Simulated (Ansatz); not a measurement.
**Single-point calculation of Ge$_{13}$Si$_{3}$ (part 2 of 2)**

Ge$_{13}$Si$_{3}$ (Cm, 16 atoms in the cell); DFT PBEsol, spin-orbit coupling, plane waves, PAW (Ansatz 0.2.0); cutoff 420 eV, 6×6×6 k-mesh, Gaussian smearing of 0.01 eV. The structure was built on a prototype by a generator; it need not be a known phase.

Geometry of the input (Å; fractional positions):
```
0.0011  5.6223  -5.6224
5.6234  5.6234  0.0000
5.6234  0.0001  -5.6234
Si 0.5000  0.0001  0.4998
Si 0.5042  0.4986  0.4986
Ge -0.0015  0.0045  0.4984
Ge -0.0015  0.4985  0.4984
Ge 0.4999  0.0001  0.0001
Ge 0.4999  0.4999  0.0001
Ge -0.0001  0.0000  0.0001
Ge -0.0015  0.4985  0.0045
Ge 0.3780  0.3720  0.3780
Ge 0.3780  0.8720  0.3780
Si 0.8707  0.3764  0.3766
Ge 0.8705  0.8764  0.3767
Ge 0.3766  0.3765  0.8704
Ge 0.3767  0.8765  0.8704
Ge 0.8750  0.3752  0.8748
Ge 0.8750  0.8750  0.8748
```

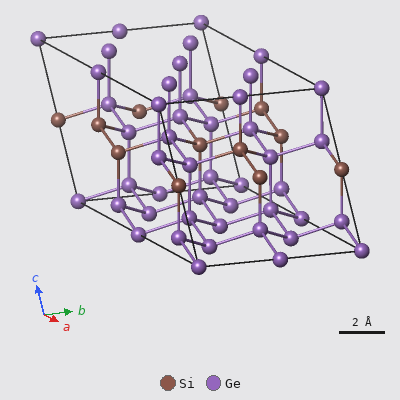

The structure as given in the input (ball-and-stick view of the cell 2 times as large as that of the calculation, set on its symmetry axes, seen slightly off an axis).

### Output, continued
```
  k-point 0: bands = ["-16.9636", "-16.9636", "-16.9596", "-16.9596", "-16.9519", "-16.9519", "-16.9495", "-16.9495", "-16.9471", "-16.9471", "-16.9394", "-16.9394", "-16.9387", "-16.9387", "-16.9357", "-16.9357", "-16.9320", "-16.9320", "-16.9280", "-16.9280", "-16.9226", "-16.9226", "-16.9191", "-16.9191", "-16.9130", "-16.9130", "-16.9114", "-16.9114", "-16.9074", "-16.9074", "-16.9049", "-16.9049", "-16.8977", "-16.8977", "-16.8908", "-16.8908", "-16.8877", "-16.8877", "-16.8850", "-16.8850",
      "-16.8826", "-16.8826", "-16.8783", "-16.8783", "-16.8733", "-16.8733", "-16.8691", "-16.8691", "-16.8661", "-16.8661", "-16.8630", "-16.8630", "-16.4262", "-16.4262", "-16.3953", "-16.3953", "-16.3884", "-16.3884", "-16.3856", "-16.3856", "-16.3810", "-16.3810", "-16.3792", "-16.3792", "-16.3764", "-16.3764", "-16.3735", "-16.3735", "-16.3631", "-16.3631", "-16.3623", "-16.3623", "-16.3584", "-16.3584", "-16.3521", "-16.3521", "-16.3415", "-16.3415", "-16.3375", "-16.3375",
      "-16.3341", "-16.3341", "-16.3297", "-16.3297", "-16.3234", "-16.3234", "-16.3176", "-16.3176", "-16.3086", "-16.3086", "-16.3021", "-16.3021", "-16.2960", "-16.2960", "-16.2883", "-16.2883", "-16.2802", "-16.2802", "-16.2739", "-16.2739", "-16.2702", "-16.2702", "-16.2618", "-16.2618", "-16.2549", "-16.2549", "-16.2487", "-16.2487", "-16.2367", "-16.2367", "-16.2344", "-16.2344", "-16.2303", "-16.2303", "-16.2278", "-16.2278", "-16.2165", "-16.2165", "-16.2083", "-16.2083",
      "-16.2055", "-16.2055", "-16.2026", "-16.2026", "-16.2000", "-16.2000", "-16.1978", "-16.1978", "-16.1914", "-16.1914", "-4.6256", "-4.6256", "-2.6102", "-2.6102", "-2.5667", "-2.5667", "-2.4495", "-2.4495", "-2.3473", "-2.3473", "-0.8230", "-0.8230", "-0.8194", "-0.8194", "-0.8007", "-0.8007", "-0.6384", "-0.6384", "-0.5830", "-0.5830", "-0.4482", "-0.4482", "0.3935", "0.3935", "0.4665", "0.4665", "0.6010", "0.6010", "0.7580", "0.7580",
      "4.9165", "4.9165", "4.9376", "4.9376", "4.9593", "4.9593", "4.9717", "4.9717", "4.9934", "4.9934", "5.0100", "5.0100", "6.4785", "6.4785", "6.5280", "6.5280", "6.5662", "6.5662", "6.5738", "6.5738", "6.6615", "6.6615", "6.7252", "6.7252", "6.7517", "6.7517", "6.8255", "6.8255", "7.8334", "7.8334", "8.0798", "8.0798", "8.0853", "8.0853", "8.1601", "8.1601", "8.2228", "8.2228", "8.3325", "8.3325",
      "8.4369", "8.4369", "8.5301", "8.5301", "8.5664", "8.5664", "8.5953", "8.5953", "8.6169", "8.6169", "8.7671", "8.7671", "8.9138", "8.9138", "8.9751", "8.9751"]
  k-point 1: bands = ["-16.9642", "-16.9631", "-16.9597", "-16.9596", "-16.9533", "-16.9511", "-16.9496", "-16.9496", "-16.9472", "-16.9468", "-16.9413", "-16.9395", "-16.9388", "-16.9374", "-16.9373", "-16.9364", "-16.9321", "-16.9312", "-16.9284", "-16.9278", "-16.9239", "-16.9210", "-16.9188", "-16.9175", "-16.9136", "-16.9131", "-16.9119", "-16.9118", "-16.9073", "-16.9071", "-16.9061", "-16.9041", "-16.8990", "-16.8987", "-16.8924", "-16.8912", "-16.8874", "-16.8867", "-16.8852", "-16.8843",
      "-16.8817", "-16.8816", "-16.8783", "-16.8779", "-16.8732", "-16.8729", "-16.8691", "-16.8686", "-16.8655", "-16.8648", "-16.8628", "-16.8627", "-16.4250", "-16.4241", "-16.4004", "-16.3926", "-16.3911", "-16.3895", "-16.3883", "-16.3831", "-16.3819", "-16.3808", "-16.3796", "-16.3786", "-16.3757", "-16.3754", "-16.3737", "-16.3697", "-16.3663", "-16.3646", "-16.3627", "-16.3608", "-16.3556", "-16.3552", "-16.3527", "-16.3511", "-16.3428", "-16.3401", "-16.3376", "-16.3356",
      "-16.3346", "-16.3338", "-16.3309", "-16.3297", "-16.3240", "-16.3238", "-16.3191", "-16.3167", "-16.3103", "-16.3056", "-16.3042", "-16.3008", "-16.2965", "-16.2954", "-16.2881", "-16.2879", "-16.2820", "-16.2805", "-16.2766", "-16.2750", "-16.2698", "-16.2686", "-16.2633", "-16.2602", "-16.2585", "-16.2558", "-16.2499", "-16.2476", "-16.2417", "-16.2387", "-16.2368", "-16.2357", "-16.2296", "-16.2280", "-16.2266", "-16.2263", "-16.2164", "-16.2161", "-16.2088", "-16.2085",
      "-16.2058", "-16.2052", "-16.2022", "-16.2018", "-16.1990", "-16.1975", "-16.1966", "-16.1960", "-16.1921", "-16.1901", "-4.5409", "-4.5409", "-2.7850", "-2.7847", "-2.5683", "-2.5682", "-2.4638", "-2.4635", "-2.3198", "-2.3196", "-1.3829", "-1.3827", "-1.2865", "-1.2862", "-1.1050", "-1.1044", "-0.1862", "-0.1858", "-0.0703", "-0.0688", "0.0860", "0.0863", "0.4649", "0.4650", "0.5879", "0.5895", "0.8273", "0.8280", "1.0219", "1.0232",
      "4.6597", "4.6621", "4.6813", "4.6852", "4.7016", "4.7021", "5.0062", "5.0072", "5.0389", "5.0397", "5.0826", "5.0827", "5.8647", "5.8718", "5.9194", "5.9243", "5.9493", "5.9505", "6.4369", "6.4378", "6.4705", "6.4707", "6.5181", "6.5210", "6.6218", "6.6254", "6.6521", "6.6541", "6.7722", "6.7724", "7.7742", "7.7755", "7.9450", "7.9451", "8.3841", "8.3843", "8.5325", "8.5330", "8.6787", "8.6819",
      "8.7899", "8.7919", "9.0236", "9.0254", "9.0678", "9.0705", "9.1804", "9.1838", "9.2085", "9.2088", "9.2607", "9.2682", "9.3758", "9.3790", "9.4796", "9.4829"]
  k-point 2: bands = ["-16.9643", "-16.9633", "-16.9598", "-16.9597", "-16.9540", "-16.9520", "-16.9495", "-16.9494", "-16.9469", "-16.9466", "-16.9421", "-16.9400", "-16.9400", "-16.9394", "-16.9375", "-16.9364", "-16.9329", "-16.9318", "-16.9275", "-16.9270", "-16.9237", "-16.9210", "-16.9173", "-16.9160", "-16.9140", "-16.9139", "-16.9125", "-16.9122", "-16.9073", "-16.9072", "-16.9060", "-16.9043", "-16.9011", "-16.9010", "-16.8935", "-16.8927", "-16.8866", "-16.8861", "-16.8847", "-16.8841",
      "-16.8801", "-16.8797", "-16.8780", "-16.8772", "-16.8727", "-16.8726", "-16.8682", "-16.8679", "-16.8642", "-16.8635", "-16.8620", "-16.8620", "-16.4211", "-16.4192", "-16.4059", "-16.3998", "-16.3917", "-16.3913", "-16.3867", "-16.3836", "-16.3822", "-16.3805", "-16.3796", "-16.3793", "-16.3744", "-16.3742", "-16.3714", "-16.3698", "-16.3667", "-16.3648", "-16.3606", "-16.3589", "-16.3536", "-16.3522", "-16.3513", "-16.3500", "-16.3438", "-16.3410", "-16.3367", "-16.3361",
      "-16.3347", "-16.3325", "-16.3300", "-16.3287", "-16.3261", "-16.3235", "-16.3196", "-16.3175", "-16.3085", "-16.3055", "-16.3041", "-16.3012", "-16.2970", "-16.2946", "-16.2900", "-16.2891", "-16.2827", "-16.2815", "-16.2778", "-16.2766", "-16.2716", "-16.2711", "-16.2650", "-16.2644", "-16.2572", "-16.2558", "-16.2506", "-16.2491", "-16.2450", "-16.2426", "-16.2394", "-16.2378", "-16.2287", "-16.2280", "-16.2254", "-16.2252", "-16.2160", "-16.2158", "-16.2084", "-16.2082",
      "-16.2052", "-16.2047", "-16.2015", "-16.2010", "-16.1966", "-16.1951", "-16.1940", "-16.1939", "-16.1908", "-16.1889", "-4.2925", "-4.2925", "-3.3253", "-3.3252", "-2.4364", "-2.4363", "-2.3471", "-2.3471", "-2.2124", "-2.2120", "-1.8509", "-1.8507", "-1.7411", "-1.7411", "-1.5446", "-1.5441", "0.3652", "0.3656", "0.4746", "0.4762", "0.6060", "0.6063", "0.6279", "0.6281", "0.7793", "0.7807", "1.0512", "1.0519", "2.0713", "2.0719",
      "4.2489", "4.2519", "4.2627", "4.2682", "4.2792", "4.2812", "4.9065", "4.9146", "4.9279", "4.9349", "4.9426", "4.9429", "5.0286", "5.0306", "5.2279", "5.2288", "5.2662", "5.2670", "5.3168", "5.3171", "6.0530", "6.0534", "6.0785", "6.0785", "6.1222", "6.1241", "6.7732", "6.7739", "6.9238", "6.9240", "7.4374", "7.4376", "7.6098", "7.6099", "8.5864", "8.5865", "8.7948", "8.7954", "8.9363", "8.9379",
      "9.0997", "9.1012", "9.1835", "9.1835", "9.6163", "9.6163", "9.6717", "9.6720", "9.8247", "9.8254", "10.5242", "10.5252", "10.5992", "10.6041", "10.7360", "10.7415"]
  k-point 67: bands = ["-16.9635", "-16.9635", "-16.9596", "-16.9596", "-16.9526", "-16.9526", "-16.9504", "-16.9504", "-16.9458", "-16.9458", "-16.9429", "-16.9429", "-16.9407", "-16.9407", "-16.9372", "-16.9372", "-16.9318", "-16.9318", "-16.9292", "-16.9292", "-16.9233", "-16.9233", "-16.9157", "-16.9157", "-16.9134", "-16.9134", "-16.9122", "-16.9122", "-16.9073", "-16.9073", "-16.9059", "-16.9059", "-16.9016", "-16.9016", "-16.8937", "-16.8937", "-16.8894", "-16.8894", "-16.8865", "-16.8865",
      "-16.8805", "-16.8805", "-16.8766", "-16.8766", "-16.8712", "-16.8712", "-16.8667", "-16.8667", "-16.8604", "-16.8604", "-16.8575", "-16.8575", "-16.4139", "-16.4139", "-16.4010", "-16.4010", "-16.3948", "-16.3948", "-16.3926", "-16.3926", "-16.3825", "-16.3825", "-16.3797", "-16.3797", "-16.3761", "-16.3761", "-16.3707", "-16.3707", "-16.3630", "-16.3630", "-16.3563", "-16.3563", "-16.3541", "-16.3541", "-16.3488", "-16.3488", "-16.3430", "-16.3430", "-16.3372", "-16.3372",
      "-16.3322", "-16.3322", "-16.3282", "-16.3282", "-16.3206", "-16.3206", "-16.3167", "-16.3167", "-16.3070", "-16.3070", "-16.2994", "-16.2994", "-16.2968", "-16.2968", "-16.2898", "-16.2898", "-16.2796", "-16.2796", "-16.2766", "-16.2766", "-16.2738", "-16.2738", "-16.2685", "-16.2685", "-16.2636", "-16.2636", "-16.2534", "-16.2534", "-16.2454", "-16.2454", "-16.2415", "-16.2415", "-16.2337", "-16.2337", "-16.2247", "-16.2247", "-16.2163", "-16.2163", "-16.2141", "-16.2141",
      "-16.2077", "-16.2077", "-16.1987", "-16.1987", "-16.1950", "-16.1950", "-16.1838", "-16.1838", "-16.1823", "-16.1823", "-3.6736", "-3.6736", "-3.5507", "-3.5507", "-2.8259", "-2.8259", "-2.7734", "-2.7734", "-2.6425", "-2.6425", "-2.5596", "-2.5596", "-0.7171", "-0.7171", "-0.6902", "-0.6902", "-0.5435", "-0.5435", "-0.3366", "-0.3366", "1.5093", "1.5093", "1.5948", "1.5948", "1.7263", "1.7263", "1.9210", "1.9210", "3.3581", "3.3581",
      "3.7139", "3.7139", "4.0274", "4.0274", "4.0487", "4.0487", "4.0948", "4.0948", "4.1039", "4.1039", "4.1371", "4.1371", "4.1658", "4.1658", "4.1747", "4.1747", "4.2105", "4.2105", "5.8874", "5.8874", "5.9176", "5.9176", "6.0205", "6.0205", "6.1027", "6.1027", "6.4361", "6.4361", "6.5205", "6.5205", "6.5794", "6.5794", "6.6534", "6.6534", "8.8287", "8.8287", "9.0640", "9.0640", "9.8660", "9.8660",
      "10.0088", "10.0088", "10.0877", "10.0877", "10.1465", "10.1465", "10.7487", "10.7487", "10.8523", "10.8523", "12.2094", "12.2094", "12.2576", "12.2576", "12.3002", "12.3002"]
```

### Summary

| quantity | value |
| --- | --- |
| outcome | converged |
| space group (tolerance 0.01 Å) | Cm (8) |
| electrons treated | 194 |
| free energy | −57161.0352 eV |
| Fermi energy | 8.123 eV |
| gap on the k-point mesh | 0.07 eV |
| gap on the band path | 0.07 eV |
| net moment of the cell | 0.00 μB |
| integrated absolute moment | 0.00 μB |
| hardware | 4 threads of Intel Xeon @ 2.50GHz (Skylake/Cascade Lake), 256 GiB of memory available, shared host |
| wall time | 17 min (CPU time 66 min) |
| peak memory | 9.5 GiB |
